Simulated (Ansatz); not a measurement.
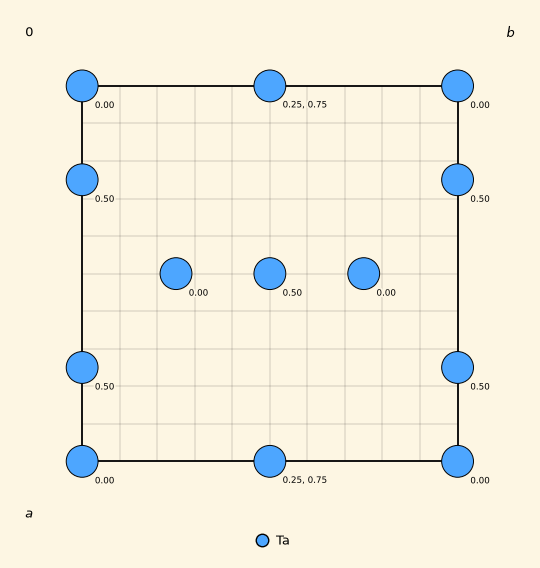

Plan of a unit cell projected along c (a down the page, b across); the numbers are heights as fractions of c, and atoms on the cell's edges are repeated. The grid marks tenths of a and b. Source: the input geometry of an electronic-structure calculation (not necessarily at equilibrium); the starting structure was generated, so it need not be a known form of this composition. Symmetry computed with spglib at a tolerance of 0.002 Å; standard conventional cell.

a = 5.287 Å, b = 5.287 Å, c = 5.287 Å, α = 90.00°, β = 90.00°, γ = 90.00°.

Question: What does the cell contain?

Answer: 8 Ta: Ta, Z = 8.

Question: Which space group?

Answer: Pm-3n, No. 223, primitive cubic.

Question: Give the independent sites, coordinates to two places.

Answer:
| atom | site | symmetry | x | y | z |
| --- | --- | --- | --- | --- | --- |
| Ta | 2a | m-3. | 0.00 | 0.00 | 0.00 |
| Ta | 6c | -4m.2 | 0.25 | 0.00 | 0.50 |
